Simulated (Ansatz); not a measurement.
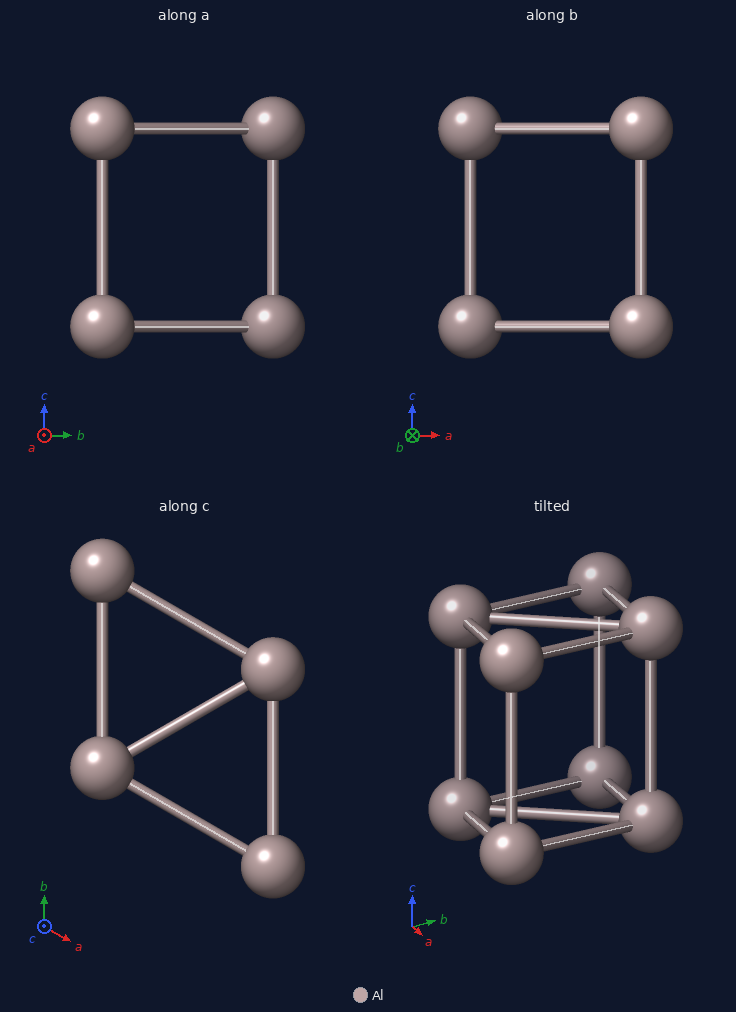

We look at a ball-and-stick model of the crystal along the a axis, along the b axis, along the c axis and slightly off an axis. The parallelepiped is the conventional unit cell.

Lattice parameters: a = 2.785 Å, b = 2.785 Å, c = 2.797 Å, α = 90.00°, β = 90.00°, γ = 120.00°. Put a along x and b in the xy plane.

Question: Put the structure into a POSCAR file.

Answer:
```
Al
1.0
     2.785    0.000    0.000
    -1.392    2.412    0.000
     0.000    0.000    2.797
Al
1
Direct
  0.0000 0.0000 0.0000
```

The initial geometry was a textbook structure type filled with this element (whether it is the usual form wasn't checked). It was relaxed with DFT PBE, scalar-relativistic, plane waves, PAW (Ansatz).
